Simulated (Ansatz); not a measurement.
# Run report: Ga$_{15}$P$_{16}$ (charge −1), geometry relaxation (part 1 of 3)

- system: Ga$_{15}$P$_{16}$ (defect cell, 31 atoms in the cell, total charge −1)
- method: DFT PBE, scalar-relativistic, plane waves, PAW, spin-polarised (Ansatz 0.2.0)

The structure derives from a Materials Project entry. It belongs to a series of runs on one base structure; here: V_Ga, charge -1, atoms relaxed at the host's cell.

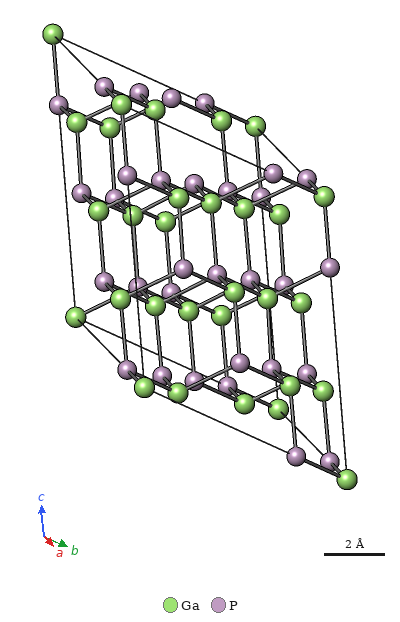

Figure 1. The starting structure (ball-and-stick view of the cell of the calculation, seen slightly off an axis). Near neighbours in the crystal (not all of them lie inside the picture): Ga has 4 P at 2.35 to 2.41 Å; P has 3 Ga at 2.35 to 2.40 Å; P has 4 Ga at 2.38 to 2.41 Å.

**Results in brief**

| quantity | value |
| --- | --- |
| outcome | converged |
| electrons treated | 276 |
| free energy | −68839.2058 eV |
| Fermi energy | 6.365 eV |
| gap on the k-point mesh | none (metallic) |
| net moment of the cell | 2.00 μB |
| integrated absolute moment | 2.07 μB |
| final volume | 667.36 Å³ |
| largest force (length of the vector) at the end | 0.013 eV/Å |
| hardware | 8 threads of Arm Neoverse V2, 24 GiB of memory available, shared host |
| wall time | 1.8 min (CPU time 14 min) |
| peak memory | 4 GiB |

**Input file**
```yaml
crystal:
  lattice:
    - [-5.5051169769, 5.5051169769, 5.5051169769]
    - [5.5051169769, -5.5051169769, 5.5051169769]
    - [5.5051169769, 5.5051169769, -5.5051169769]
  atoms:
    - { symbol: Ga, position: [0.500026879, 0.7464996967, 0.7516304171] }
    - { symbol: Ga, position: [0.5001555449, -0.0001544158, 0.5003712956] }
    - { symbol: Ga, position: [0.7468273351, 0.2510520115, 0.000186421] }
    - { symbol: Ga, position: [0.500048641, 0.2512065377, 0.2470015839] }
    - { symbol: Ga, position: [0.7469529592, 0.4999337443, 0.7515810184] }
    - { symbol: Ga, position: [0.7487883134, 0.7483202085, 0.4958681532] }
    - { symbol: Ga, position: [1.4785e-05, -0.0001235677, 0.0003784673] }
    - { symbol: Ga, position: [0.748735043, -0.0046855158, 0.2488640624] }
    - { symbol: Ga, position: [0.0041442192, 0.252499187, 0.7529673102] }
    - { symbol: Ga, position: [-4.53396e-05, 0.4996223275, 0.5001482072] }
    - { symbol: Ga, position: [0.2516268139, 0.747105939, 0.0001420507] }
    - { symbol: Ga, position: [-0.0042086474, 0.7484448794, 0.2488471397] }
    - { symbol: Ga, position: [0.2531545433, 0.0044178388, 0.7533128511] }
    - { symbol: Ga, position: [0.2534507345, 0.2529990751, 0.504807335] }
    - { symbol: Ga, position: [0.2514206014, 0.4998502067, 0.2475026205] }
    - { symbol: P, position: [0.2545168361, 0.4994958569, 0.0001693689], spin: 0.5 }
    - { symbol: P, position: [0.2509453089, 0.7505101971, 0.7509597804] }
    - { symbol: P, position: [0.249596078, 0.0001496247, 0.5005340522] }
    - { symbol: P, position: [0.4991224983, 0.2570459519, 0.0003178894], spin: 0.5 }
    - { symbol: P, position: [0.2509640888, 0.2507835774, 0.2509508678] }
    - { symbol: P, position: [0.5012527001, 0.4999025515, 0.7590400124], spin: 0.5 }
    - { symbol: P, position: [0.5002107437, 0.7489464704, 0.5001973273] }
    - { symbol: P, position: [0.7490087344, -0.0004852054, 0.000287643] }
    - { symbol: P, position: [0.5002452596, -0.000332815, 0.2494212979] }
    - { symbol: P, position: [0.7506754272, 0.2507858319, 0.7511947473] }
    - { symbol: P, position: [0.7491533207, 0.4996382049, 0.4998689992] }
    - { symbol: P, position: [-2.12003e-05, 0.7490053451, 0.0002161616] }
    - { symbol: P, position: [0.7450291605, 0.7413517189, 0.2443772729], spin: 0.5 }
    - { symbol: P, position: [0.0003035168, 7.20415e-05, 0.7497022566] }
    - { symbol: P, position: [0.0003581144, 0.2489115298, 0.5003198418] }
    - { symbol: P, position: [-0.0004281723, 0.4995699688, 0.2492138882] }
  host:
    lattice:
      - [0.0, 2.7525584885, 2.7525584885]
      - [2.7525584885, 0.0, 2.7525584885]
      - [2.7525584885, 2.7525584885, 0.0]
    atoms:
      - { symbol: Ga, position: [0.0, 0.0, 0.0] }
      - { symbol: P, position: [0.25, 0.25, 0.25] }
total_charge: -1
basis:
  ecutwfc: 420
  xc_grid: 2
kpoints:
  mp_grid: { grid: [2, 2, 2], shift: [0.5, 0.5, 0.5] }
hamiltonian:
  xc: pbe
scf:
  occupations: { method: gaussian, width: 0.02 }
  lower_state_search: "off"
output:
  forces: true
  stress: false
  eigenvalues: true
  populations: true
  charged_corrections:
    defect_position: [0.5, 0.5, 0.0]
    epsilon: [[12.8489, 0.0, 0.0], [0.0, 12.8489, 0.0], [0.0, 0.0, 12.8489]]
  write_density: true
  write_potential: true
  elf: true
  volumetric_format: npy
magnetization:
  spin_polarized: true
relax:
  adjacent_minimum: "off"
  f_tol: 0.03
  max_steps: 40
```

Command:
```bash
ansatz run input.yaml --threads 8 --pin off --max-ram 16384MiB --backend cpu --events-out ev --progress --plain --runs-dir out
```

**Output**
```
Engine: ansatz 0.2.0, aarch64-unknown-linux-gnu
Pseudopotentials: kind: paw
Pseudopotential: Ga, paw, valence charge 13, recommended cutoff 420 eV (normal), Ga.paw.azcp
Pseudopotential: P, paw, valence charge 5, recommended cutoff 420 eV (normal), P.paw.azcp
Functional definition: PBE
  parameter kappa = 0.804
  parameter beta = 0.06672455060314922
  exchange = pbe_x(kappa = kappa, mu = beta*pi^2/3)
  correlation = pbe_c(beta = beta)
Crystal: 31 atoms, lattice volume = 667.359 Å³
Basis set: ecut = 420 eV, 13067 PW (Γ), exchange–correlation on 128×128×128 points (8 copies of the dense FFT grid, shifted against one another)
Bands: 170, of which v1, the nominal top of the filled ones, is band 138 counted from 1 (137 counted from 0)
Symmetry: 1 space group operations
Space group: P1 (ITA 1), of the structure as read, at distance tolerance 8.7e-5 Å
Magnetic group: BNS 1.1 (UNI 1), of the structure as read, at distance tolerance 8.7e-5 Å
k-points: 4 of 8 (time reversal used)
Non-local potential: Ga, projectors of the file, l = 0: 2, l = 1: 2, l = 2: 3, l = 3: 1
Non-local potential: P, projectors of the file, l = 0: 2, l = 1: 2, l = 2: 2
PAW form: soft (Blöchl's): semilocal exchange-correlation on the pseudo side does not see the compensation charge
PAW one-centre angular grid: Ga, 590 points (default); XC on 64 Gauss nodes
PAW one-centre angular grid: P, 110 points (default); XC on 64 Gauss nodes
Initial density: superposition of atomic densities (chi_scale 0.1, normalization cell)
Starting moments: Σ|m| = 2 μB on 4 of 31 sites
Initial wavefunctions: pseudopotential atomic-orbital guess
Functional: x = pbe(κ = 0.804, μ = 0.2195149727645171), c = pbe(β = 0.06672455060314922)
SCF iter   1: F=—  HF=-68843.571792 eV  |F-HF|=—  |Δ(HF+E_count)|=         —  Δρ=2.19e-2 (↑2.18e-2 ↓2.19e-2)  dr2=1.67e1  dr2_m=4.57e-2  M=2.000 μB ∫|m|=2.046 μB  β_m=0.30  ethr=3.10e-3  ⟨swp⟩=7.1  Hψ=5574  notcnv=0  defer=6
preconditioner: auto → Resta (q_TF=auto, 2.355 Å⁻¹)  ε∞=4.5  [insulator: Δε(μ)=0.160 eV  Ē_g=12.755 eV  σ=0.020 eV  W_gap=0.75  n_scr=140 (ndim 8)  ℏωp=23.9 eV  f_vac=0.000  D(μ)=25.17/eV (n_scr^D=200)  ε∞_Penn≈4.5]
spin=Collinear: Resta preconditioning applied to the charge; magnetization (m = ρ↑ − ρ↓) channel mixes plain (no charge-response kernel on spin).
SCF iter   2: F=—  HF=-68840.533397 eV  |F-HF|=—  |Δ(HF+E_count)|=    3.04e0  Δρ=1.53e-2 (↑1.53e-2 ↓1.53e-2)  dr2=6.90e0  dr2_m=2.68e-2  M=2.000 μB ∫|m|=2.047 μB  β_m=0.30  ethr=3.10e-3  ⟨swp⟩=3.0  Hψ=2722  notcnv=0  defer=204
SCF iter   3: F=—  HF=-68839.124845 eV  |F-HF|=—  |Δ(HF+E_count)|=    1.41e0  Δρ=5.65e-3 (↑5.65e-3 ↓5.51e-3)  dr2=5.47e-1  dr2_m=1.58e-2  M=2.000 μB ∫|m|=2.046 μB  β_m=0.30  ethr=2.50e-3  ⟨swp⟩=3.1  Hψ=1822  notcnv=0  defer=204
SCF iter   4: F=—  HF=-68839.140697 eV  |F-HF|=—  |Δ(HF+E_count)|=   1.59e-2  Δρ=2.18e-3 (↑2.18e-3 ↓2.05e-3)  dr2=8.53e-2  dr2_m=9.27e-3  M=2.000 μB ∫|m|=2.048 μB  β_m=0.30  ethr=1.98e-4  ⟨swp⟩=2.5  Hψ=2674  notcnv=0  defer=207
SCF iter   5: F=—  HF=-68839.157295 eV  |F-HF|=—  |Δ(HF+E_count)|=   1.66e-2  Δρ=1.21e-3 (↑1.21e-3 ↓1.10e-3)  dr2=1.48e-2  dr2_m=5.43e-3  M=2.000 μB ∫|m|=2.052 μB  β_m=0.30  ethr=3.09e-5  ⟨swp⟩=2.2  Hψ=1778  notcnv=0  defer=207
SCF iter   6: F=—  HF=-68839.164715 eV  |F-HF|=—  |Δ(HF+E_count)|=   7.42e-3  Δρ=9.06e-4 (↑9.06e-4 ↓8.43e-4)  dr2=6.77e-3  dr2_m=3.27e-3  M=2.000 μB ∫|m|=2.056 μB  β_m=0.30  ethr=5.35e-6  ⟨swp⟩=2.0  Hψ=2329  notcnv=0  defer=207
SCF iter   7: F=—  HF=-68839.171123 eV  |F-HF|=—  |Δ(HF+E_count)|=   6.41e-3  Δρ=6.07e-4 (↑6.07e-4 ↓6.00e-4)  dr2=1.40e-3  dr2_m=1.95e-3  M=2.000 μB ∫|m|=2.059 μB  β_m=0.30  ethr=2.45e-6  ⟨swp⟩=3.0  Hψ=2346  notcnv=0  defer=207
Mixer restart at iter 7: flushing history
spin-set hold released at iteration 7 (site moments contracting): the magnetisation degrees of freedom join the quasi-Newton model from the next iteration; the mixer history was flushed
SCF iter   8: F=—  HF=-68839.173371 eV  |F-HF|=—  |Δ(HF+E_count)|=   2.25e-3  Δρ=4.71e-4 (↑4.67e-4 ↓4.71e-4)  dr2=7.91e-4  dr2_m=1.19e-3  M=2.000 μB ∫|m|=2.061 μB  β_m=0.65  ethr=5.07e-7  ⟨swp⟩=2.0  Hψ=1675  notcnv=0  defer=207
SCF iter   9: F=—  HF=-68839.177246 eV  |F-HF|=—  |Δ(HF+E_count)|=   3.88e-3  Δρ=2.62e-4 (↑1.02e-4 ↓2.62e-4)  dr2=1.99e-3  dr2_m=1.13e-4  M=2.000 μB ∫|m|=2.070 μB  β_m=0.53  ethr=2.87e-7  ⟨swp⟩=3.1  Hψ=2566  notcnv=0  defer=207
SCF iter  10: F=—  HF=-68839.177315 eV  |F-HF|=—  |Δ(HF+E_count)|=   6.94e-5  Δρ=4.17e-5 (↑3.46e-5 ↓4.17e-5)  dr2=3.71e-5  dr2_m=2.61e-6  M=2.000 μB ∫|m|=2.072 μB  β_m=0.68  ethr=2.87e-7  ⟨swp⟩=2.0  Hψ=1609  notcnv=0  defer=207
iter 11 did not close the SCF: its close was put off for a magnetic moment that had not settled (scf_convergence_deferred on its scf_iter line)
SCF iter  11: F=-68839.177350 eV  HF=-68839.177350 eV  |F-HF|=4.55e-7  |Δ(HF+E_count)|=   3.50e-5  Δρ=1.88e-5 (↑1.72e-5 ↓1.88e-5)  dr2=9.32e-6  dr2_m=4.67e-7  M=2.000 μB ∫|m|=2.072 μB  β_m=0.66  ethr=8.15e-9  ⟨swp⟩=20.6  Hψ=14807  notcnv=0
iter 12 did not close the SCF: its close was put off for a magnetic moment that had not settled (scf_convergence_deferred on its scf_iter line)
SCF iter  12: F=-68839.177355 eV  HF=-68839.177354 eV  |F-HF|=6.56e-7  |Δ(HF+E_count)|=   4.16e-6  Δρ=9.75e-6 (↑6.79e-6 ↓9.75e-6)  dr2=2.62e-6  dr2_m=1.43e-7  M=2.000 μB ∫|m|=2.072 μB  β_m=0.78  ethr=3.38e-9  ⟨swp⟩=9.2  Hψ=9706  notcnv=0
SCF iter  13: F=-68839.177355 eV  HF=-68839.177356 eV  |F-HF|=1.27e-6  |Δ(HF+E_count)|=   1.94e-6  Δρ=7.92e-6 (↑3.23e-6 ↓7.92e-6)  dr2=1.95e-6  dr2_m=7.50e-8  M=2.000 μB ∫|m|=2.072 μB  ethr=9.49e-10  ⟨swp⟩=8.9  Hψ=8999  notcnv=0
SCF 1 converged in 13 iterations: F = -68839.177355 eV  dr2 = 1.95e-6
  greatest PAW one-centre occupation: 0.994 electrons in one spin orbital (limit 2), on the Ga atom at site 7 (counted from 0), in its partial waves of l = 2
relax step   1: F+E_penalty+E_count = -68839.17735497 eV  Δ(F+E_penalty+E_count) = +0.000e0 eV  max|allowed force component| = 2.463e-1 eV/Å  Δτ_max = 0.0000 Å  (13 SCF iters, dr2 threshold 2.25e-5 eV, accepted)
Initial density: handed on by an earlier stage of this run
Starting moments: Σ|m| = 2 μB on 4 of 31 sites; this step starts from the density that it was given
Initial wavefunctions: those handed on with the density
iter 1 solved again at ethr=3.07e-6 eV; its pass at ethr=3.10e-3 eV (dr2=8.49e-3 eV) is discarded
SCF iter   1: F=—  HF=-68839.204378 eV  |F-HF|=—  |Δ(HF+E_count)|=         —  Δρ=6.81e-4 (↑6.81e-4 ↓6.37e-4)  dr2=8.92e-3  dr2_m=2.91e-4  M=2.000 μB ∫|m|=2.066 μB  β_m=0.30  ethr=3.07e-6  ⟨swp⟩=3.0  Hψ=3869  notcnv=0  defer=208
preconditioner: auto → Resta (q_TF=auto, 2.355 Å⁻¹)  ε∞=4.1  [insulator: Δε(μ)=0.243 eV  Ē_g=13.632 eV  σ=0.020 eV  W_gap=0.71  n_scr=140 (ndim 8)  ℏωp=23.9 eV  f_vac=0.007  D(μ)=25.15/eV (n_scr^D=200)  ε∞_Penn≈4.1]
spin=Collinear: Resta preconditioning applied to the charge; magnetization (m = ρ↑ − ρ↓) channel mixes plain (no charge-response kernel on spin).
SCF iter   2: F=—  HF=-68839.203753 eV  |F-HF|=—  |Δ(HF+E_count)|=   6.25e-4  Δρ=5.03e-4 (↑5.03e-4 ↓4.69e-4)  dr2=4.35e-3  dr2_m=1.67e-4  M=2.000 μB ∫|m|=2.065 μB  β_m=0.65  ethr=3.07e-6  ⟨swp⟩=1.5  Hψ=1156  notcnv=0  defer=208
SCF iter   3: F=—  HF=-68839.203542 eV  |F-HF|=—  |Δ(HF+E_count)|=   2.11e-4  Δρ=2.28e-4 (↑8.44e-5 ↓2.28e-4)  dr2=1.63e-3  dr2_m=6.38e-5  M=2.000 μB ∫|m|=2.065 μB  β_m=0.55  ethr=1.58e-6  ⟨swp⟩=2.0  Hψ=1594  notcnv=0  defer=208
SCF iter   4: F=—  HF=-68839.203658 eV  |F-HF|=—  |Δ(HF+E_count)|=   1.16e-4  Δρ=5.65e-5 (↑3.91e-5 ↓5.65e-5)  dr2=8.24e-5  dr2_m=4.66e-6  M=2.000 μB ∫|m|=2.065 μB  β_m=0.59  ethr=5.90e-7  ⟨swp⟩=2.0  Hψ=1382  notcnv=0  defer=208
SCF iter   5: F=—  HF=-68839.203669 eV  |F-HF|=—  |Δ(HF+E_count)|=   1.06e-5  Δρ=2.27e-5 (↑1.78e-5 ↓2.27e-5)  dr2=1.23e-5  dr2_m=6.72e-7  M=2.000 μB ∫|m|=2.065 μB  β_m=0.67  ethr=2.99e-8  ⟨swp⟩=2.0  Hψ=1579  notcnv=0  defer=208
SCF iter   6: F=—  HF=-68839.203673 eV  |F-HF|=—  |Δ(HF+E_count)|=   4.76e-6  Δρ=1.75e-5 (↑7.34e-6 ↓1.75e-5)  dr2=9.83e-6  dr2_m=3.49e-7  M=2.000 μB ∫|m|=2.065 μB  β_m=0.59  ethr=1.37e-9  ⟨swp⟩=18.6  Hψ=13451  notcnv=0
SCF iter   7: F=-68839.203674 eV  HF=-68839.203674 eV  |F-HF|=1.26e-7  |Δ(HF+E_count)|=   1.85e-7  Δρ=3.18e-6 (↑3.07e-6 ↓3.18e-6)  dr2=3.42e-7  dr2_m=6.29e-9  M=2.000 μB ∫|m|=2.065 μB  ethr=1.37e-9  ⟨swp⟩=8.5  Hψ=8793  notcnv=0
SCF 2 converged in 7 iterations: F = -68839.203674 eV  dr2 = 3.42e-7
  greatest PAW one-centre occupation: 0.994 electrons in one spin orbital (limit 2), on the Ga atom at site 12 (counted from 0), in its partial waves of l = 2
relax step   2: F+E_penalty+E_count = -68839.20367364 eV  Δ(F+E_penalty+E_count) = -2.632e-2 eV  max|allowed force component| = 7.830e-2 eV/Å  Δτ_max = 0.0403 Å  (7 SCF iters, dr2 threshold 3.79e-6 eV, accepted)
SCF iter   1: F=—  HF=-68839.205640 eV  |F-HF|=—  |Δ(HF+E_count)|=         —  Δρ=2.32e-4 (↑2.32e-4 ↓2.21e-4)  dr2=7.99e-4  dr2_m=1.55e-5  M=2.000 μB ∫|m|=2.063 μB  β_m=0.30  ethr=3.44e-6  ⟨swp⟩=3.8  Hψ=3070  notcnv=0  defer=208
preconditioner: auto → Resta (q_TF=auto, 2.355 Å⁻¹)  ε∞=4.1  [insulator: Δε(μ)=0.232 eV  Ē_g=13.627 eV  σ=0.020 eV  W_gap=0.72  n_scr=140 (ndim 8)  ℏωp=23.9 eV  f_vac=0.007  D(μ)=25.25/eV (n_scr^D=200)  ε∞_Penn≈4.1]
spin=Collinear: Resta preconditioning applied to the charge; magnetization (m = ρ↑ − ρ↓) channel mixes plain (no charge-response kernel on spin).
SCF iter   2: F=—  HF=-68839.205595 eV  |F-HF|=—  |Δ(HF+E_count)|=   4.50e-5  Δρ=1.69e-4 (↑1.69e-4 ↓1.60e-4)  dr2=3.91e-4  dr2_m=8.76e-6  M=2.000 μB ∫|m|=2.063 μB  β_m=0.64  ethr=2.90e-7  ⟨swp⟩=1.4  Hψ=1586  notcnv=0  defer=208
SCF iter   3: F=—  HF=-68839.205597 eV  |F-HF|=—  |Δ(HF+E_count)|=   1.35e-6  Δρ=9.83e-5 (↑3.31e-5 ↓9.83e-5)  dr2=2.94e-4  dr2_m=1.14e-5  M=2.000 μB ∫|m|=2.063 μB  β_m=0.52  ethr=1.42e-7  ⟨swp⟩=2.0  Hψ=1590  notcnv=0  defer=208
SCF iter   4: F=—  HF=-68839.205576 eV  |F-HF|=—  |Δ(HF+E_count)|=   2.03e-5  Δρ=1.41e-5 (↑1.09e-5 ↓1.41e-5)  dr2=4.60e-6  dr2_m=2.41e-7  M=2.000 μB ∫|m|=2.063 μB  β_m=0.63  ethr=1.06e-7  ⟨swp⟩=2.0  Hψ=1308  notcnv=0  defer=208
SCF iter   5: F=—  HF=-68839.205791 eV  |F-HF|=—  |Δ(HF+E_count)|=   2.14e-4  Δρ=8.44e-6 (↑5.35e-6 ↓8.44e-6)  dr2=2.18e-6  dr2_m=6.45e-8  M=2.000 μB ∫|m|=2.063 μB  β_m=0.62  ethr=1.67e-9  ⟨swp⟩=2.8  Hψ=1650  notcnv=0  defer=208
SCF iter   6: F=—  HF=-68839.205791 eV  |F-HF|=—  |Δ(HF+E_count)|=   2.55e-7  Δρ=4.52e-6 (↑2.39e-6 ↓4.52e-6)  dr2=5.82e-7  dr2_m=2.43e-8  M=2.000 μB ∫|m|=2.063 μB  β_m=0.64  ethr=7.90e-10  ⟨swp⟩=2.0  Hψ=1495  notcnv=0  defer=208
iter 7 did not close the SCF: its close was put off for a magnetic moment that had not settled (scf_convergence_deferred on its scf_iter line)
SCF iter   7: F=-68839.205791 eV  HF=-68839.205791 eV  |F-HF|=1.54e-8  |Δ(HF+E_count)|=   1.11e-7  Δρ=1.02e-6 (↑9.67e-7 ↓1.02e-6)  dr2=3.21e-8  dr2_m=6.17e-10  M=2.000 μB ∫|m|=2.063 μB  β_m=0.67  ethr=3.62e-11  ⟨swp⟩=14.5  Hψ=10081  notcnv=0
SCF iter   8: F=-68839.205791 eV  HF=-68839.205791 eV  |F-HF|=8.59e-10  |Δ(HF+E_count)|=   2.60e-8  Δρ=3.91e-7 (↑3.83e-7 ↓3.91e-7)  dr2=5.00e-9  dr2_m=5.21e-11  M=2.000 μB ∫|m|=2.063 μB  ethr=1.16e-11  ⟨swp⟩=6.0  Hψ=7621  notcnv=0
SCF 3 converged in 8 iterations: F = -68839.205791 eV  dr2 = 5.00e-9
relax step   3: F+E_penalty+E_count = -68839.20579090 eV  Δ(F+E_penalty+E_count) = -2.117e-3 eV  max|allowed force component| = 1.131e-2 eV/Å  Δτ_max = 0.0121 Å  (8 SCF iters, accepted)
```

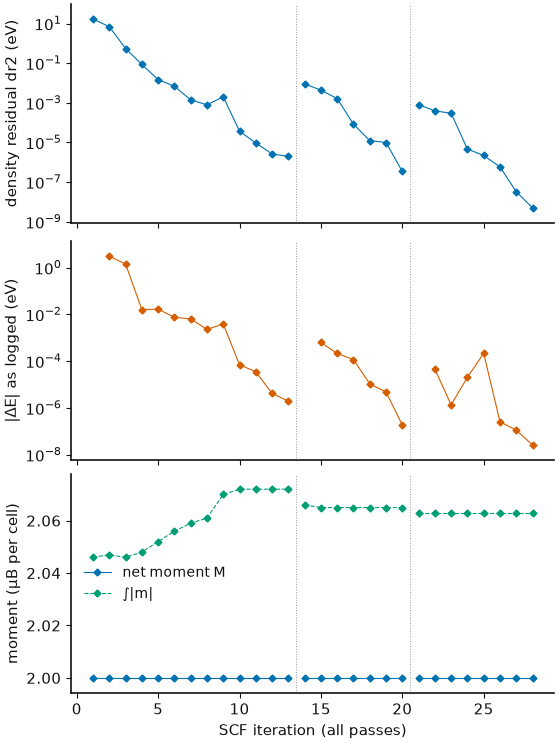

Figure 2. Convergence of the self-consistent field: density residual dr2, size of the energy change and magnetic moment against the SCF iteration. The dotted lines part the SCF passes of the relaxation: geometry steps, rejected trials and re-solves on a re-selected basis. The passes take 13, 7 and 8 iterations. The net moment stays at 2.0 μB per cell.

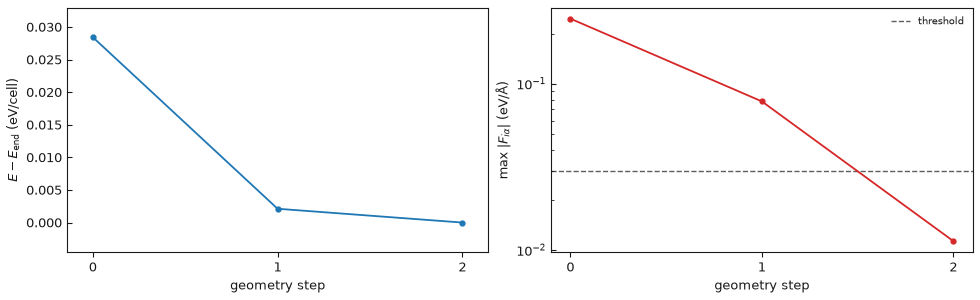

Figure 3. Progress of the relaxation, step by step (the first geometry is step 0 here and step 1 in the log).
